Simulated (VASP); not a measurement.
AlP: workfunction calculation (part 1 of 2)

System: AlP (slab, 24 atoms in the cell).
Method: Kohn-Sham DFT of a periodic cell, PBEsol, VASP PAW PBE potentials, recommended, no spin polarisation (VASP 6.6.1).

The structure derives from an entry of the Crystallography Open Database.

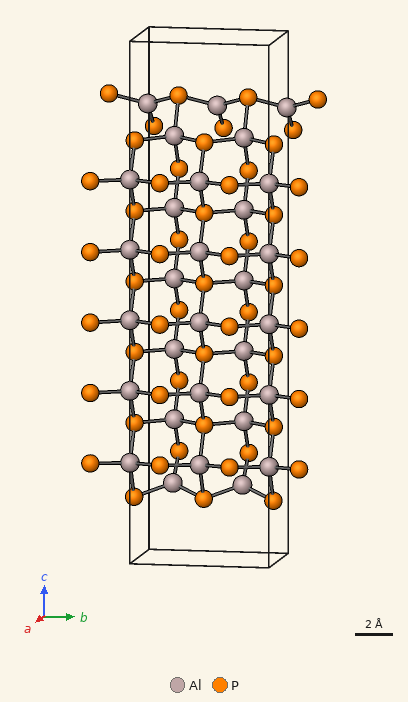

The structure (ball-and-stick view of the 1 × 2 repeat of the cell, with the vacuum cut short, seen slightly off an axis; bonded neighbours outside the cell are drawn too). An atom can appear more than once, as a periodic image.

**INCAR**
```
SYSTEM = AlP
ALGO = Normal
DIPOL = 0.5 0.5 0.500
EDIFF = 1E-7
ENCUT = 520
GGA = PS
IDIPOL = 3
ISIF = 2
ISMEAR = 0
KPAR = 8
LASPH = .True.
LCHARG = .True.
LDIPOL = .True.
LREAL = .False.
LVACPOTAV = .True.
LVHAR = .True.
LWAVE = .False.
NELM = 80
PREC = Accurate
SIGMA = 0.05
```

**KPOINTS**
```
k-points
0
Gamma
  4 6 1
  0 0 0
```

**POSCAR**
```
AlP                                     
1.0
    5.4510000000      0.0000000000      0.0000000000
    0.0000000000      3.8544390640      0.0000000000
    0.0000000000      0.0000000000     37.1994148530
  Al              P             
    12    12
Direct
     0.5664258877628165    0.5000000000000000    0.2258352302122844
     0.9873967748917792    0.0000000000000000    0.2630356965854766
     0.4916223986426348    0.5000000000000000    0.3183388133794695
     0.9905172704407182    0.0000000000000000    0.3693526652719284
     0.4919474854235830    0.5000000000000000    0.4220795259070607
     0.9917427912372171    0.0000000000000000    0.4738043928496224
     0.4917427912372171    0.5000000000000000    0.5261956071503777
     0.9919474854235830    0.0000000000000000    0.5779204740929393
     0.4905172704407187    0.5000000000000000    0.6306473347280719
     0.9916223986426347    0.0000000000000000    0.6816611866205302
     0.4873967748917791    0.5000000000000000    0.7369643034145233
     0.0664258877628166    0.0000000000000000    0.7741647697877158
     0.7693767229095843    0.0000000000000000    0.2081759713934307
     0.2388736254177807    0.5000000000000000    0.2660750720420860
     0.7451269198260783    0.0000000000000000    0.3168129784643918
     0.2417211235567468    0.5000000000000000    0.3701366251727936
     0.7427424519801790    0.0000000000000000    0.4216740641046867
     0.2425065479108819    0.5000000000000000    0.4740959433983347
     0.7425065479108820    0.0000000000000000    0.5259040566016655
     0.2427424519801789    0.5000000000000000    0.5783259358953134
     0.7417211235567469    0.0000000000000000    0.6298633748272066
     0.2451269198260783    0.5000000000000000    0.6831870215356083
     0.7388736254177807    0.0000000000000000    0.7339249279579138
     0.2693767229095844    0.5000000000000000    0.7918240286065696
```

Machine: 8 threads of Intel Xeon (Emerald Rapids), 360 GiB of memory available, shared host.

Launch command:
```bash
cat potpaw_PBE.64/Al/POTCAR potpaw_PBE.64/P/POTCAR > POTCAR
mpirun -np 8 vasp_std > vasp.out
```

**OSZICAR**
```
N       E                     dE             d eps       ncg     rms          rms(c)
DAV:   1     0.445253638660E+03    0.44525E+03   -0.34132E+04  1464   0.122E+03
DAV:   2    -0.771654829180E+02   -0.52242E+03   -0.50146E+03  1941   0.204E+02
DAV:   3    -0.131571382941E+03   -0.54406E+02   -0.53732E+02  1792   0.656E+01
DAV:   4    -0.134304988322E+03   -0.27336E+01   -0.27250E+01  1960   0.165E+01
DAV:   5    -0.134419006624E+03   -0.11402E+00   -0.11396E+00  2168   0.330E+00    0.155E+01
DAV:   6    -0.130121834440E+03    0.42972E+01   -0.78862E+00  1680   0.642E+00    0.955E+00
DAV:   7    -0.129358668095E+03    0.76317E+00   -0.37928E+00  1744   0.460E+00    0.328E+00
DAV:   8    -0.129319780001E+03    0.38888E-01   -0.36772E-01  1696   0.175E+00    0.753E-01
DAV:   9    -0.129322127280E+03   -0.23473E-02   -0.28384E-02  1784   0.561E-01    0.416E-01
DAV:  10    -0.129323257142E+03   -0.11299E-02   -0.39680E-03  1760   0.201E-01    0.228E-01
DAV:  11    -0.129324622267E+03   -0.13651E-02   -0.23988E-03  1616   0.140E-01    0.105E-01
DAV:  12    -0.129324984450E+03   -0.36218E-03   -0.12658E-04  1912   0.444E-02    0.634E-02
DAV:  13    -0.129325457275E+03   -0.47282E-03   -0.48166E-04  1608   0.629E-02    0.265E-02
DAV:  14    -0.129325687869E+03   -0.23059E-03   -0.15264E-04  1800   0.344E-02    0.393E-02
DAV:  15    -0.129325799398E+03   -0.11153E-03   -0.21738E-05  1784   0.138E-02    0.298E-02
DAV:  16    -0.129325951556E+03   -0.15216E-03   -0.27475E-05  1616   0.148E-02    0.888E-03
DAV:  17    -0.129326090282E+03   -0.13873E-03   -0.28164E-05  1600   0.141E-02    0.176E-02
DAV:  18    -0.129326136186E+03   -0.45904E-04   -0.71128E-06  1664   0.786E-03    0.874E-03
DAV:  19    -0.129326191652E+03   -0.55466E-04   -0.15219E-05  1712   0.124E-02    0.114E-02
DAV:  20    -0.129326204285E+03   -0.12633E-04   -0.33158E-06  1664   0.728E-03    0.417E-03
DAV:  21    -0.129326213879E+03   -0.95940E-05   -0.13120E-06  1768   0.296E-03    0.233E-03
DAV:  22    -0.129326223035E+03   -0.91556E-05   -0.15212E-07  1200   0.108E-03    0.206E-03
DAV:  23    -0.129326248554E+03   -0.25520E-04   -0.10336E-06  1342   0.179E-03    0.285E-03
DAV:  24    -0.129326249170E+03   -0.61574E-06   -0.28107E-08  1027   0.565E-04    0.160E-03
DAV:  25    -0.129326260698E+03   -0.11527E-04   -0.54691E-07  1265   0.199E-03    0.379E-03
DAV:  26    -0.129326263737E+03   -0.30400E-05   -0.11232E-07  1177   0.129E-03    0.108E-03
DAV:  27    -0.129326264739E+03   -0.10014E-05   -0.44069E-08  1011   0.557E-04    0.455E-04
DAV:  28    -0.129326266328E+03   -0.15893E-05   -0.55018E-08  1068   0.442E-04    0.222E-04
DAV:  29    -0.129326266757E+03   -0.42833E-06   -0.12352E-08   993   0.270E-04    0.159E-04
DAV:  30    -0.129326266765E+03   -0.89731E-08   -0.34648E-09   945   0.162E-04
   1 F= -.12932627E+03 E0= -.12932627E+03  d E =-.134137E-14
```

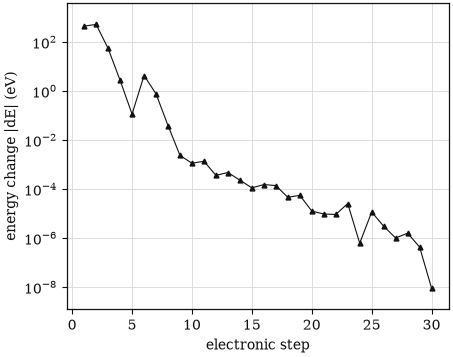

Convergence of the self-consistent field: energy change |dE| against the electronic step. It takes 30 electronic steps. The density is held fixed in the first few steps, and dE rises again when its update begins.

**Parts of OUTCAR**
```
SYSTEM = AlP
   EDIFF = 1E-7
   ENCUT = 520
   GGA = PS
   ISIF = 2
   ISMEAR = 0
   LASPH = .True.
   LREAL = .False.
   NELM = 80
   PREC = Accurate

 ion  position               nearest neighbor table
   1  0.566  0.500  0.226-  13 2.32  13 2.32  14 2.33   2 3.30   2 3.30
   2  0.987  0.000  0.263-  13 2.36  14 2.37  14 2.37  15 2.40   1 3.30   1 3.30
   3  0.492  0.500  0.318-  16 2.36  15 2.37  15 2.37  14 2.38
   4  0.991  0.000  0.369-  16 2.36  16 2.36  15 2.37  17 2.37
   5  0.492  0.500  0.422-  17 2.36  17 2.36  18 2.36  16 2.37
   6  0.992  0.000  0.474-  18 2.36  18 2.36  19 2.37  17 2.37
   7  0.492  0.500  0.526-  19 2.36  19 2.36  18 2.37  20 2.37
   8  0.992  0.000  0.578-  20 2.36  20 2.36  19 2.36  21 2.37
   9  0.491  0.500  0.631-  21 2.36  21 2.36  22 2.37  20 2.37
  10  0.992  0.000  0.682-  21 2.36  22 2.37  22 2.37  23 2.38
  11  0.487  0.500  0.737-  24 2.36  23 2.37  23 2.37  22 2.40  12 3.30  12 3.30
  12  0.066  0.000  0.774-  24 2.32  24 2.32  23 2.33  11 3.30  11 3.30
  13  0.769  0.000  0.208-   1 2.32   1 2.32   2 2.36
  14  0.239  0.500  0.266-   1 2.33   2 2.37   2 2.37   3 2.38
  15  0.745  0.000  0.317-   4 2.37   3 2.37   3 2.37   2 2.40
  16  0.242  0.500  0.370-   3 2.36   4 2.36   4 2.36   5 2.37
  17  0.743  0.000  0.422-   5 2.36   5 2.36   6 2.37   4 2.37
  18  0.243  0.500  0.474-   6 2.36   6 2.36   5 2.36   7 2.37
  19  0.743  0.000  0.526-   7 2.36   7 2.36   8 2.36   6 2.37
  20  0.243  0.500  0.578-   8 2.36   8 2.36   7 2.37   9 2.37
  21  0.742  0.000  0.630-  10 2.36   9 2.36   9 2.36   8 2.37
  22  0.245  0.500  0.683-   9 2.37  10 2.37  10 2.37  11 2.40
  23  0.739  0.000  0.734-  12 2.33  11 2.37  11 2.37  10 2.38
  24  0.269  0.500  0.792-  12 2.32  12 2.32  11 2.36

  LATTYP: Found a simple orthorhombic cell.
 ALAT       =     3.8544390640
 B/A-ratio  =     1.4142135625
 C/A-ratio  =     9.6510579712

  Lattice vectors:

 A1 = (   0.0000000000,  -3.8544390640,   0.0000000000)
 A2 = (   5.4510000000,   0.0000000000,   0.0000000000)
 A3 = (   0.0000000000,   0.0000000000,  37.1994148530)

Analysis of symmetry for initial positions (statically):
=====================================================================
 Subroutine PRICEL returns:
 Original cell was already a primitive cell.

 Routine SETGRP: Setting up the symmetry group for a
 simple orthorhombic supercell.

 Subroutine GETGRP returns: Found  4 space group operations
 (whereof  2 operations were pure point group operations)
 out of a pool of  8 trial point group operations.

The static configuration has the point symmetry C_1h.
 The point group associated with its full space group is C_2v.

Analysis of symmetry for dynamics (positions and initial velocities):
=====================================================================
 Subroutine PRICEL returns:
 Original cell was already a primitive cell.

 Routine SETGRP: Setting up the symmetry group for a
 simple orthorhombic supercell.

 Subroutine GETGRP returns: Found  4 space group operations
 (whereof  2 operations were pure point group operations)
 out of a pool of  8 trial point group operations.

The dynamic configuration has the point symmetry C_1h.
 The point group associated with its full space group is C_2v.

 Subroutine INISYM returns: Found  4 space group operations
 (whereof  2 operations are pure point group operations),
 and found     1 'primitive' translations

----------------------------------------------------------------------------------------

                                     Primitive cell

  volume of cell :     781.5801

  direct lattice vectors                    reciprocal lattice vectors
     5.451000000  0.000000000  0.000000000     0.183452578  0.000000000  0.000000000
     0.000000000  3.854439064  0.000000000     0.000000000  0.259441123  0.000000000
     0.000000000  0.000000000 37.199414853     0.000000000  0.000000000  0.026882143

  length of vectors
     5.451000000  3.854439064 37.199414853     0.183452578  0.259441123  0.026882143

  position of ions in fractional coordinates (direct lattice)
     0.566425888  0.500000000  0.225835230
     0.987396775  0.000000000  0.263035697
     0.491622399  0.500000000  0.318338813
     0.990517270  0.000000000  0.369352665
     0.491947485  0.500000000  0.422079526
     0.991742791  0.000000000  0.473804393
     0.491742791  0.500000000  0.526195607
     0.991947485  0.000000000  0.577920474
     0.490517270  0.500000000  0.630647335
     0.991622399  0.000000000  0.681661187
     0.487396775  0.500000000  0.736964303
     0.066425888  0.000000000  0.774164770
     0.769376723  0.000000000  0.208175971
     0.238873625  0.500000000  0.266075072
     0.745126920  0.000000000  0.316812978
     0.241721124  0.500000000  0.370136625
     0.742742452  0.000000000  0.421674064
     0.242506548  0.500000000  0.474095943
     0.742506548  0.000000000  0.525904057
     0.242742452  0.500000000  0.578325936
     0.741721124  0.000000000  0.629863375
     0.245126920  0.500000000  0.683187022
     0.738873625  0.000000000  0.733924928
     0.269376723  0.500000000  0.791824029

  ion indices of the primitive-cell ions
   primitive index   ion index
                 1           1
                 2           2
                 3           3
                 4           4
                 5           5
                 6           6
                 7           7
                 8           8
                 9           9
                10          10
                11          11
                12          12
                13          13
                14          14
                15          15
                16          16
                17          17
                18          18
                19          19
                20          20
                21          21
                22          22
                23          23
                24          24

----------------------------------------------------------------------------------------

 KPOINTS: k-points

Automatic generation of k-mesh.
 Grid dimensions read from file:
 generate k-points for:    4    6    1

 Generating k-lattice:

  Cartesian coordinates                     Fractional coordinates (reciprocal lattice)
     0.045863144  0.000000000  0.000000000     0.250000000  0.000000000  0.000000000
     0.000000000  0.043240187  0.000000000     0.000000000  0.166666667  0.000000000
     0.000000000  0.000000000  0.026882143     0.000000000  0.000000000  1.000000000

  Length of vectors
     0.045863144  0.043240187  0.026882143

  Shift w.r.t. Gamma in fractional coordinates (k-lattice)
     0.000000000  0.000000000  0.000000000

 Subroutine IBZKPT returns following result:
 ===========================================

 Found     12 irreducible k-points:

 Following reciprocal coordinates:
            Coordinates               Weight
  0.000000  0.000000  0.000000      1.000000
  0.250000  0.000000  0.000000      2.000000
  0.500000  0.000000  0.000000      1.000000
  0.000000  0.166667  0.000000      2.000000
  0.250000  0.166667  0.000000      4.000000
  0.500000  0.166667  0.000000      2.000000
  0.000000  0.333333  0.000000      2.000000
  0.250000  0.333333  0.000000      4.000000
  0.500000  0.333333  0.000000      2.000000
  0.000000  0.500000  0.000000      1.000000
  0.250000  0.500000  0.000000      2.000000
  0.500000  0.500000  0.000000      1.000000
   k-points           NKPTS =     12   k-points in BZ     NKDIM =     12   number of bands    NBANDS=     61
   number of dos      NEDOS =    301   number of ions     NIONS =     24
   total plane-waves  NPLWV = 352800
   dimension x,y,z NGX =    42 NGY =   30 NGZ =  280
   dimension x,y,z NGXF=    84 NGYF=   60 NGZF=  560
   ions per type =              12  12
   NGX,Y,Z   is equivalent  to a cutoff of  12.81, 12.94, 12.51 a.u.
   NGXF,Y,Z  is equivalent  to a cutoff of  25.62, 25.88, 25.03 a.u.
 SYSTEM =  AlP
   PREC   = accura    normal or accurate (medium, high low for compatibility)
   ISTART =      0    job   : 0-new  1-cont  2-samecut
   ICHARG =      2    charge: 1-file 2-atom 10-const
   ISPIN  =      1    spin polarized calculation?
   LNONCOLLINEAR =      F non collinear calculations
   LSORBIT =      F    spin-orbit coupling
   LASPH  =      T    aspherical Exc in radial PAW
   ENCUT  =  520.0 eV  38.22 Ry    6.18 a.u.  10.14  7.17 69.17*2*pi/ulx,y,z
   NELM   =     80;   NELMIN=  2; NELMDL= -5     # of ELM steps
   EDIFF  = 0.1E-06   stopping-criterion for ELM
   LREAL  =      F    real-space projection
   EDIFFG = 0.1E-05   stopping-criterion for IOM
   NSW    =      0    number of steps for IOM
   IBRION =     -1    ionic relax: 0-MD 1-quasi-New 2-CG
   NFREE  =      0    steps in history (QN), initial steepest desc. (CG)
   ISIF   =      2    stress and relaxation
   ISYM   =      2    0-nonsym 1-usesym 2-fastsym
   POTIM  = 0.5000    time-step for ionic-motion
   TEBEG  =    0.0;   TEEND  =   0.0 temperature during run
   PSTRESS=    0.0 pullay stress
   NELECT =      96.0000    total number of electrons
   NUPDOWN=      -1.0000    fix difference up-down
   EMIN   =  10.00;   EMAX   =-10.00  energy-range for DOS
   EFERMI =   0.00;   METHOD = LEGACY
   ISMEAR =     0;   SIGMA  =   0.05  broadening in eV -4-tet -1-fermi 0-gaus
   EFERMI_NEDOS =   21; number of points for ismear=-14 and -15
   IALGO  =     38    algorithm
   IMIX   =      4    mixing-type and parameters
     AMIX     =   0.40;   BMIX     =  1.00
     AMIX_MAG =   1.60;   BMIX_MAG =  1.00
  volume/ion in A,a.u.               =      32.57       219.77
  Fermi-wavevector in a.u.,A,eV,Ry     =   0.813781  1.537823  9.010310  0.662239
  Thomas-Fermi vector in A             =   1.923568
   LORBIT       =      0    0 simple, 1 ext, 2 COOP (PROOUT), +10 PAW based schemes
   GGA     = PS    functional components
   LHFCALC =     F    Hartree Fock is set to
   AEXX    =    0.0000 exact exchange contribution
   IVDW    =     0    specifies the selected vdW correction
   LEPSILON=     F    determine dielectric tensor
   LRPA    =     F    only Hartree local field effects (RPA)
 non-spin polarized calculation
 Gauss-broadening in eV      SIGMA  =   0.05
  energy-cutoff  :      520.00
  volume of cell :      781.58
 maximum number of plane-waves:     21114
 NGX is ok and might be reduce to    42
   NGX = 21   NGY = 15   NGZ =139

 number of electron      96.0000001 magnetization

 dipolmoment           0.000000      0.000000      0.000000 electrons x Angstroem

 Free energy of the ion-electron system (eV)
  ---------------------------------------------------
  ext. energy  EPLUGINS =         0.00000000
  ---------------------------------------------------
  free energy    TOTEN  =      -129.32626677 eV

  energy without entropy =     -129.32626677  energy(sigma->0) =     -129.32626677

 E-fermi :   0.9813     XC(G=0):  -6.2219     alpha+bet : -7.1588

 val. band max:        0.7190334877   @ k =   0.0000   0.0000   0.0000
 cond. band min:       1.7918709331   @ k =   0.0000   0.5000   0.0000
 fundamental gap:      1.0728374455
 Fermi energy:         0.9812558767
```
